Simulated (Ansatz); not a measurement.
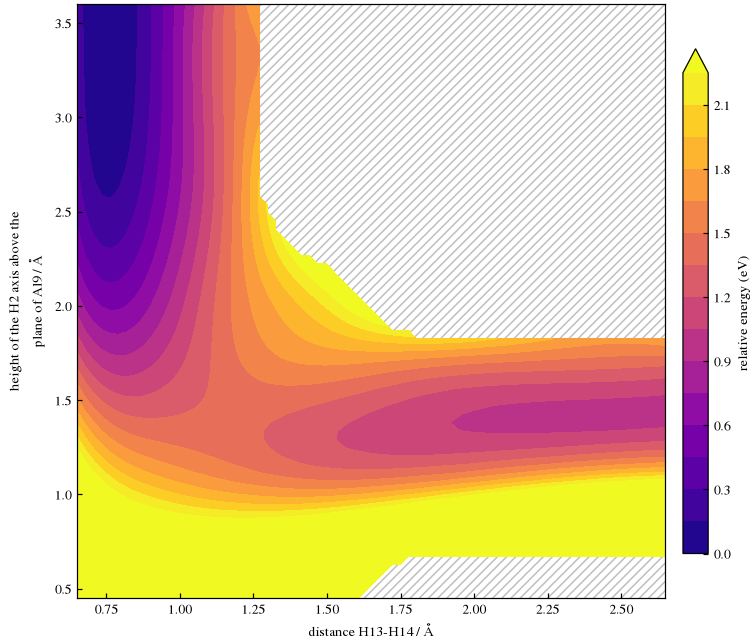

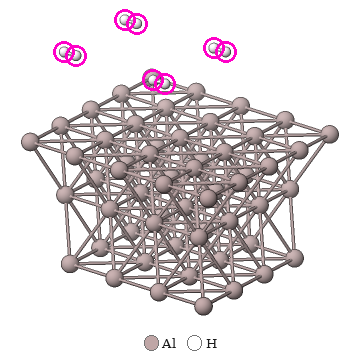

Energy landscape of H₂ on an Al(111) slab cut from the Fm-3m phase, its upper half relaxed before the scan (12 atoms of substrate and one adsorbate in a 2 × 2 cell). H2 lies flat over one site of a rigid substrate while its bond length and height are varied; it sits over a hollow site, heights counted from the top plane, its axis along the first surface vector. First axis: distance H13-H14. Second axis: height of the H2 axis above the plane of Al9. The grid has 8 × 9 points. At 18 points there is no value (left out: too close to the surface, or the stretched molecule far from it). Points are written as (first, second). Energies: eV, counted from the lowest grid point. These are results of DFT PBE, scalar-relativistic, plane waves, PAW (Ansatz 0.2.0), not measurements. Settings: cutoff 420 eV, k-mesh 6×6×1, gaussian smearing 0.1 eV, no spin polarisation.

In the figure: filled contours, one colour for all values above the top of the scale, hatched blanks where no value was computed. Between grid points the surface is interpolated. The second picture is the structure at the lowest point; rings mark the moved atoms.

Describe this landscape.

The lowest grid point is at (0.750 Å, 3.60 Å). It lies at the edge of the scanned range, so the true minimum may lie outside. The highest grid point, (2.650 Å, 0.77 Å), lies 7.00 eV above the lowest. On the interpolated surface the lowest path from the intact molecule far from the surface, (0.750 Å, 3.60 Å), to the stretched end of the scan, about (2.51 Å, 1.43 Å), has its top at (1.181 Å, 1.41 Å), about 1.4 eV above the start and 0.4 eV above the end.

Grid values (eV):

```
second ↓, first →  0.650  0.750  0.919  1.181  1.495  1.849  2.235  2.650
             3.60   0.22   0.00   0.35   1.48      –      –      –      –
             3.00   0.26   0.04   0.38   1.48      –      –      –      –
             2.60   0.36   0.14   0.46   1.50      –      –      –      –
             2.05   0.78   0.52   0.76   1.52   2.19      –      –      –
             1.73   1.24   0.93   1.02   1.47   1.72   1.67   1.55   1.48
             1.41   1.87   1.47   1.34   1.39   1.26   1.08   1.00   0.99
             1.09   2.65   2.15   1.82   1.60   1.46   1.54   1.86   2.16
             0.77   3.69   3.15   2.80   2.74   3.15   4.23   5.78   7.00
             0.45   4.99   4.54   4.39   4.92   6.57      –      –      –
```

Each point was launched as `ansatz run input.yaml --threads 4 --pin off --max-ram 12288MiB --backend cpu --events-out ev --progress --plain --runs-dir out`. Time for the 54 points that were run: 4.9 min on 4 threads of Intel(R) Xeon(R) CPU @ 2.60GHz (Ice Lake) (shared host).
